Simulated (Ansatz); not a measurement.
Geometry relaxation, with input and output: Ti2B3 (part 2 of 2)

Continued. System: Ti2B3 (P4mm, 5 atoms in the cell). Method: DFT PBE, scalar-relativistic, plane waves, PAW, no spin polarisation (Ansatz 0.2.0); cutoff 420 eV, 12×12×6 k-mesh, Gaussian smearing of 0.1 eV. The structure was made by a generator, so it may or may not be a known phase.

Geometry of the input (Å; fractional positions):
```
2.9655  0.0000  0.0000
0.0000  2.9655  0.0000
0.0000  0.0000  5.8667
Ti 0.0000  0.0000  0.7070
Ti 0.5000  0.5000  0.3501
B  0.5000  0.0000  0.0176
B  0.0000  0.5000  0.0176
B  0.0000  0.0000  0.1778
```

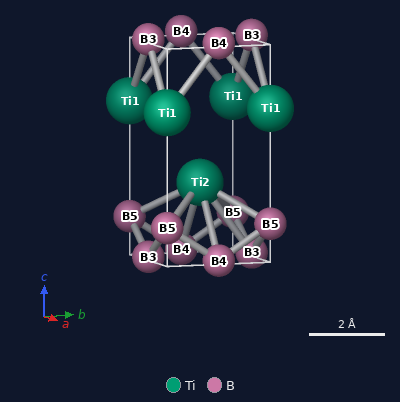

Figure 1. The geometry at step 2 of the log (ball-and-stick view of the cell of the calculation, seen slightly off an axis; atoms are numbered from 1 in the order of the input).

**Log, continued**
```
SCF iter   1: F=—  HF=-5467.814973 eV  |F-HF|=—  |Δ(HF+E_count)|=         —  Δρ=2.21e-4  dr2=1.09e-4  ethr=3.36e-7  ⟨swp⟩=1.0  Hψ=11704  notcnv=0
preconditioner: auto → Kerker (q_TF=auto, 2.532 Å⁻¹)  [metal: Δε(μ)=0.006 eV  Ē_g=6.510 eV  σ=0.100 eV  W_gap=0.04  n_scr=16 (ndim 8)  ℏωp=21.3 eV  f_vac=0.000  D(μ)=3.18/eV (n_scr^D=38)]
SCF iter   2: F=—  HF=-5467.814965 eV  |F-HF|=—  |Δ(HF+E_count)|=   7.69e-6  Δρ=1.21e-4  dr2=3.68e-5  ethr=3.31e-7  ⟨swp⟩=1.0  Hψ=2464  notcnv=0
SCF iter   3: F=—  HF=-5467.815089 eV  |F-HF|=—  |Δ(HF+E_count)|=   1.24e-4  Δρ=1.83e-5  dr2=4.54e-7  ethr=1.12e-7  ⟨swp⟩=2.1  Hψ=3015  notcnv=0
iter 4 did not close the SCF: its close was put off for the readings that it lacked (scf_convergence_deferred on its scf_iter line)
SCF iter   4: F=-5467.815089 eV  HF=-5467.815089 eV  |F-HF|=1.17e-8  |Δ(HF+E_count)|=   8.55e-8  Δρ=5.90e-6  dr2=1.84e-8  ethr=1.38e-9  ⟨swp⟩=2.0  Hψ=3239  notcnv=0
iter 5 did not close the SCF: its close was put off for the readings that it lacked (scf_convergence_deferred on its scf_iter line)
SCF iter   5: F=-5467.815089 eV  HF=-5467.815089 eV  |F-HF|=3.95e-10  |Δ(HF+E_count)|=   3.35e-9  Δρ=1.51e-6  dr2=1.06e-9  ethr=5.58e-11  ⟨swp⟩=2.8  Hψ=4251  notcnv=0
SCF iter   6: F=-5467.815089 eV  HF=-5467.815089 eV  |F-HF|=3.09e-11  |Δ(HF+E_count)|=  1.07e-10  Δρ=3.61e-7  dr2=7.03e-11  ethr=3.21e-12  ⟨swp⟩=4.1  Hψ=11742  notcnv=0
SCF 4 converged in 6 iterations: F = -5467.815089 eV  dr2 = 7.03e-11
relax step   4: F+E_penalty+E_count = -5467.81508902 eV  Δ(F+E_penalty+E_count) = -2.421e-5 eV  max|allowed force component| = 1.658e-2 eV/Å  Δτ_max = 0.0013 Å  P = +0.009 GPa  Ω = 51.612 Å³  energy of the carried Pulay correction = -1.918e-5 eV  (6 SCF iters, dr2 threshold 5.68e-8 eV, accepted)
Crystal: 5 atoms, lattice volume = 51.625 Å³
iter 1 solved again at ethr=4.27e-7 eV; its pass at ethr=3.10e-3 eV (dr2=1.41e-4 eV) is discarded
SCF iter   1: F=—  HF=-5467.814981 eV  |F-HF|=—  |Δ(HF+E_count)|=         —  Δρ=2.72e-4  dr2=1.41e-4  ethr=4.27e-7  ⟨swp⟩=1.0  Hψ=11694  notcnv=0
preconditioner: auto → Kerker (q_TF=auto, 2.532 Å⁻¹)  [metal: Δε(μ)=0.007 eV  Ē_g=6.509 eV  σ=0.100 eV  W_gap=0.04  n_scr=16 (ndim 8)  ℏωp=21.3 eV  f_vac=0.000  D(μ)=3.17/eV (n_scr^D=38)]
SCF iter   2: F=—  HF=-5467.814972 eV  |F-HF|=—  |Δ(HF+E_count)|=   8.84e-6  Δρ=1.41e-4  dr2=4.13e-5  ethr=4.26e-7  ⟨swp⟩=1.0  Hψ=2464  notcnv=0
SCF iter   3: F=—  HF=-5467.815099 eV  |F-HF|=—  |Δ(HF+E_count)|=   1.27e-4  Δρ=1.72e-5  dr2=3.21e-7  ethr=1.25e-7  ⟨swp⟩=1.9  Hψ=2846  notcnv=0
SCF iter   4: F=—  HF=-5467.815095 eV  |F-HF|=—  |Δ(HF+E_count)|=   3.57e-6  Δρ=5.79e-6  dr2=1.91e-8  ethr=9.72e-10  ⟨swp⟩=2.0  Hψ=3303  notcnv=0
iter 5 did not close the SCF: its close was put off for the readings that it lacked (scf_convergence_deferred on its scf_iter line)
SCF iter   5: F=-5467.815095 eV  HF=-5467.815095 eV  |F-HF|=6.49e-10  |Δ(HF+E_count)|=   4.10e-9  Δρ=1.47e-6  dr2=1.22e-9  ethr=5.79e-11  ⟨swp⟩=3.0  Hψ=4466  notcnv=0
SCF iter   6: F=-5467.815095 eV  HF=-5467.815095 eV  |F-HF|=3.82e-11  |Δ(HF+E_count)|=  1.34e-10  Δρ=3.64e-7  dr2=7.21e-11  ethr=3.71e-12  ⟨swp⟩=4.3  Hψ=11721  notcnv=0
SCF 5 converged in 6 iterations: F = -5467.815095 eV  dr2 = 7.21e-11
relax step   5: F+E_penalty+E_count = -5467.81509520 eV  Δ(F+E_penalty+E_count) = -6.176e-6 eV  max|allowed force component| = 1.555e-3 eV/Å  Δτ_max = 0.0015 Å  P = +0.001 GPa  Ω = 51.625 Å³  energy of the carried Pulay correction = -3.156e-5 eV  (6 SCF iters, dr2 threshold 1.72e-8 eV, accepted)
Initial wavefunctions: pseudopotential atomic-orbital guess (no wavefunctions were taken with the density)
iter 1 solved again at ethr=5.15e-8 eV; its pass at ethr=3.10e-3 eV (dr2=1.70e-5 eV) is discarded
SCF iter   1: F=—  HF=-5467.815023 eV  |F-HF|=—  |Δ(HF+E_count)|=         —  Δρ=6.43e-5  dr2=5.41e-8  ethr=5.15e-8  ⟨swp⟩=3.5  Hψ=16687  notcnv=0
preconditioner: auto → Kerker (q_TF=auto, 2.532 Å⁻¹)  [metal: Δε(μ)=0.006 eV  Ē_g=6.508 eV  σ=0.100 eV  W_gap=0.03  n_scr=16 (ndim 8)  ℏωp=21.3 eV  f_vac=0.000  D(μ)=3.17/eV (n_scr^D=38)]
SCF iter   2: F=—  HF=-5467.815160 eV  |F-HF|=—  |Δ(HF+E_count)|=   1.37e-4  Δρ=3.27e-5  dr2=1.48e-8  ethr=1.64e-10  ⟨swp⟩=2.0  Hψ=4232  notcnv=0
SCF iter   3: F=—  HF=-5467.815161 eV  |F-HF|=—  |Δ(HF+E_count)|=   1.42e-6  Δρ=1.01e-6  dr2=1.90e-10  ethr=4.47e-11  ⟨swp⟩=2.4  Hψ=3202  notcnv=0
iter 4 did not close the SCF: its close was put off for the readings that it lacked (scf_convergence_deferred on its scf_iter line)
SCF iter   4: F=-5467.815161 eV  HF=-5467.815161 eV  |F-HF|=1.82e-11  |Δ(HF+E_count)|=  4.42e-10  Δρ=3.96e-7  dr2=3.98e-11  ethr=1.00e-12  ⟨swp⟩=1.1  Hψ=2495  notcnv=0
iter 5 did not close the SCF: its close was put off for the readings that it lacked (scf_convergence_deferred on its scf_iter line)
SCF iter   5: F=-5467.815161 eV  HF=-5467.815161 eV  |F-HF|=0.00e0  |Δ(HF+E_count)|=  3.27e-11  Δρ=5.75e-8  dr2=1.01e-12  ethr=1.00e-12  ⟨swp⟩=1.0  Hψ=2464  notcnv=0
iter 6 did not close the SCF: its close was put off for the readings that it lacked (scf_convergence_deferred on its scf_iter line)
SCF iter   6: F=-5467.815161 eV  HF=-5467.815161 eV  |F-HF|=1.82e-12  |Δ(HF+E_count)|=  9.09e-13  Δρ=1.11e-8  dr2=5.24e-14  ethr=1.00e-12  ⟨swp⟩=1.0  Hψ=2464  notcnv=0
iter 7 did not close the SCF: its close was put off for the readings that it lacked (scf_convergence_deferred on its scf_iter line)
SCF iter   7: F=-5467.815161 eV  HF=-5467.815161 eV  |F-HF|=0.00e0  |Δ(HF+E_count)|=  9.09e-13  Δρ=2.37e-9  dr2=3.21e-15  ethr=1.00e-12  ⟨swp⟩=1.0  Hψ=2464  notcnv=0
SCF iter   8: F=-5467.815161 eV  HF=-5467.815161 eV  |F-HF|=9.09e-13  |Δ(HF+E_count)|=    0.00e0  Δρ=6.88e-10  dr2=2.49e-16  ethr=1.00e-12  ⟨swp⟩=2.4  Hψ=6786  notcnv=0
SCF 6 converged in 8 iterations: F = -5467.815161 eV  dr2 = 2.49e-16
relax step   6: F+E_penalty+E_count = -5467.81516104 eV  Δ(F+E_penalty+E_count) = -6.584e-5 eV  max|allowed force component| = 1.542e-3 eV/Å  Δτ_max = 0.0000 Å  P = +0.002 GPa  Ω = 51.625 Å³  stress off target by 1.68e-2 GPa  SCF on the basis re-selected at this cell (its energy is not comparable with the rows above)  (8 SCF iters)
basis re-selected at this cell: Δ(F+E_penalty+E_count) = -6.584e-5 eV, ΔP = +0.002 GPa vs the last step (what re-selecting the basis moved, of the pressure what is left beyond the Pulay correction that the steps carried, after the strain that the cell walked since its last selection, with what the two solves' SCF thresholds leave and, on support functions, any second-order correction that the steps lacked; it is no measure of the basis error at this ecutwfc). This SCF's stress stands 1.68e-2 GPa from its target on what of the cell is left free (relax.cell.stress_tol is 5.00e-2 GPa) and its largest allowed force component is 1.54e-3 eV/Å (relax.f_tol is 1.00e-2 eV/Å): within both
SCF converged after 8 iterations
Free energy (F): -5467.815161 eV
Harris-Foulkes:  -5467.815161 eV  (|F-HF|=9.09e-13)
Internal energy: -5467.799297 eV  (E = F + TS)
E sigma→0 (E₀):  -5467.807229 eV
Entropy (-TS):   -0.015864 eV (-3.173 meV/atom)
Fermi energy:    13.210523 eV
--- Per-component energies (eV) ---
  E_band       = -262.199098
  E_kinetic    = 694.010430
  E_local      = -1745.516225  (includes V_loc(G=0)·N_el)
  E_nonlocal   = 48.569466
  E_hartree    = 725.547068
  E_xc         = -293.552657
  E_vxc        = -361.399894  (∫ρ·V_xc dr)
  E_paw        = -2330.455707  (= ΣΔE_a)
  E_vpaw       = -348.957249  (= ΣTr[D̂ρ^β])
  E_aug_tail   = 0.000238  (compensation charges beyond the density's cutoff)
  E_ewald      = -2566.401910
  E_smearing   = -0.015864  (= −TS)
  E_closure    = -0.000000  (closes the sum)
  Σ components = -5467.815161   (vs F -5467.815161, Δ=0.00e0)
--- Forces (eV/Å), atoms counted from 1 ---
  atom   1  Ti    -0.00000000     0.00000000     0.00154206
  atom   2  Ti    -0.00000000    -0.00000000     0.00089704
  atom   3  B     -0.00000000     0.00000000    -0.00121552
  atom   4  B      0.00000000    -0.00000000    -0.00121552
  atom   5  B      0.00000000     0.00000000    -0.00000834
  max |Σ_I F_I| component: 2.90e-7 eV/Å
--- Stress (GPa, compression-positive) ---
       -0.004822      -0.000000      -0.000000
       -0.000000      -0.004822       0.000000
       -0.000000       0.000000       0.016779
  P = ⅓ Tr σ = 0.0024 GPa (0.024 kbar)
--- Band table (eV; the first three rows and the last of 112) ---
  k-point 0: bands = ["-43.3837", "-43.2962", "-19.8474", "-19.5735", "-19.5057", "-19.5057", "-19.3455", "-19.3455", "-1.2982", "6.0076", "8.6549", "8.7339", "8.7339", "11.2590", "12.0240", "12.5151", "14.6010", "15.1646", "15.1646", "15.5183", "15.5183", "15.7394"]
  k-point 1: bands = ["-43.3836", "-43.2963", "-19.8432", "-19.5780", "-19.5054", "-19.5054", "-19.3457", "-19.3457", "-1.2803", "5.7941", "8.7388", "8.7388", "8.9825", "11.2767", "12.0155", "12.4765", "14.4261", "14.7749", "14.7749", "15.7435", "16.0189", "16.0189"]
  k-point 2: bands = ["-43.3835", "-43.2964", "-19.8343", "-19.5875", "-19.5049", "-19.5049", "-19.3463", "-19.3463", "-1.2438", "5.4499", "8.7487", "8.7487", "9.6109", "11.3152", "11.9153", "12.3976", "14.1838", "14.4321", "14.4321", "15.7520", "16.4073", "16.6275"]
  k-point 111: bands = ["-43.2991", "-43.2433", "-19.8138", "-19.8138", "-19.6374", "-19.6182", "-19.5987", "-19.5987", "2.9348", "5.0900", "5.0900", "7.1509", "8.6160", "10.6020", "10.6020", "11.8787", "13.7576", "13.7576", "16.1776", "16.6337", "16.8440", "16.9882"]
--- Relaxed structure (5 steps of the walk, 5 accepted, 1 SCFs on fresh bases) ---
  F+E_penalty+E_count = -5467.81516104 eV   max|allowed force component| = 1.542e-3 eV/Å   (the final SCF, on the basis selected at the relaxed cell)
  cell:  # Å, volume = 51.6248 Å³
    - [2.9579834834197003, 3.8354263957690683e-35, -1.2273364466461019e-33]
    - [3.8354263957690683e-35, 2.9579834834197003, 0.0]
    - [-2.4280865076260692e-33, 0.0, 5.900204290100586]
  atoms:
    - { symbol: Ti, position: [-5.21184403902054e-34, 2.0590230357872116e-84, 0.7077596541682654] }
    - { symbol: Ti, position: [0.5, 0.5, 0.35072072518753417] }
    - { symbol: B, position: [0.5, -1.3363823550460978e-51, 0.01763779866981357] }
    - { symbol: B, position: [-1.8022264433996264e-34, 0.5, 0.01763779866981357] }
    - { symbol: B, position: [1.445028409572673e-34, -2.5737787947340145e-85, 0.17624394330457366] }
```

**Trajectory as extended XYZ (Å, eV, eV/Å), 6 frames, from step=1 to step=6**
```
5
Lattice="2.9655 0.0000 0.0000 0.0000 2.9655 0.0000 0.0000 0.0000 5.8667" Properties=species:S:1:pos:R:3:forces:R:3 step=1 energy=-5467.81345 pressure_GPa=0.01
Ti    0.0000    0.0000    4.1479    0.0000   0.0000  -0.0350
Ti    1.4827    1.4827    2.0540    0.0000   0.0000   0.0805
B     1.4827    0.0000    0.1030    0.0000   0.0000   0.0108
B     0.0000    1.4827    0.1030    0.0000   0.0000   0.0108
B     0.0000    0.0000    1.0428    0.0000   0.0000  -0.0672
5
Lattice="2.9603 0.0000 0.0000 0.0000 2.9603 0.0000 0.0000 0.0000 5.8984" Properties=species:S:1:pos:R:3:forces:R:3 step=2 energy=-5467.81471 pressure_GPa=-0.26
Ti    0.0000    0.0000    4.1744    0.0000   0.0000  -0.0157
Ti    1.4802    1.4802    2.0651    0.0000   0.0000   0.0410
B     1.4802    0.0000    0.1035    0.0000   0.0000   0.0201
B     0.0000    1.4802    0.1035    0.0000   0.0000   0.0201
B     0.0000    0.0000    1.0445    0.0000   0.0000  -0.0654
5
Lattice="2.9569 0.0000 0.0000 0.0000 2.9569 0.0000 0.0000 0.0000 5.8988" Properties=species:S:1:pos:R:3:forces:R:3 step=3 energy=-5467.81506 pressure_GPa=0.09
Ti    0.0000    0.0000    4.1729    0.0000   0.0000   0.0082
Ti    1.4784    1.4784    2.0693    0.0000   0.0000  -0.0070
B     1.4784    0.0000    0.1034    0.0000   0.0000   0.0145
B     0.0000    1.4784    0.1034    0.0000   0.0000   0.0145
B     0.0000    0.0000    1.0424    0.0000   0.0000  -0.0301
5
Lattice="2.9576 0.0000 0.0000 0.0000 2.9576 0.0000 0.0000 0.0000 5.9004" Properties=species:S:1:pos:R:3:forces:R:3 step=4 energy=-5467.81509 pressure_GPa=0.01
Ti    0.0000    0.0000    4.1751    0.0000   0.0000   0.0061
Ti    1.4788    1.4788    2.0692    0.0000   0.0000   0.0012
B     1.4788    0.0000    0.1039    0.0000   0.0000   0.0047
B     0.0000    1.4788    0.1039    0.0000   0.0000   0.0047
B     0.0000    0.0000    1.0414    0.0000   0.0000  -0.0166
5
Lattice="2.9580 0.0000 0.0000 0.0000 2.9580 0.0000 0.0000 0.0000 5.9002" Properties=species:S:1:pos:R:3:forces:R:3 step=5 energy=-5467.81509 pressure_GPa=0.00
Ti    0.0000    0.0000    4.1759    0.0000   0.0000   0.0016
Ti    1.4790    1.4790    2.0693    0.0000   0.0000   0.0009
B     1.4790    0.0000    0.1041    0.0000   0.0000  -0.0012
B     0.0000    1.4790    0.1041    0.0000   0.0000  -0.0012
B     0.0000    0.0000    1.0399    0.0000   0.0000  -0.0001
5
Lattice="2.9580 0.0000 0.0000 0.0000 2.9580 0.0000 0.0000 0.0000 5.9002" Properties=species:S:1:pos:R:3:forces:R:3 step=6 energy=-5467.81516 pressure_GPa=0.00
Ti    0.0000    0.0000    4.1759    0.0000   0.0000   0.0015
Ti    1.4790    1.4790    2.0693    0.0000   0.0000   0.0009
B     1.4790    0.0000    0.1041    0.0000   0.0000  -0.0012
B     0.0000    1.4790    0.1041    0.0000   0.0000  -0.0012
B     0.0000    0.0000    1.0399    0.0000   0.0000   0.0000
```

**Key numbers**

| quantity | value |
| --- | --- |
| outcome | converged |
| space group (tolerance 0.01 Å) | P4mm (99) |
| electrons treated | 33 |
| free energy | −5467.8152 eV |
| Fermi energy | 13.211 eV |
| gap on the k-point mesh | none (metallic) |
| pressure | 0.00 GPa |
| final volume | 51.62 Å³ |
| largest force (length of the vector) at the end | 0.002 eV/Å |
| final cell | a = 2.958 Å, b = 2.958 Å, c = 5.900 Å, α = 90.00°, β = 90.00°, γ = 90.00° |
| hardware | 1 thread of Intel Xeon @ 2.50GHz (Skylake/Cascade Lake), 189 GiB of memory available, shared host |
| wall time | 2.9 min |
| peak memory | 0.47 GiB |
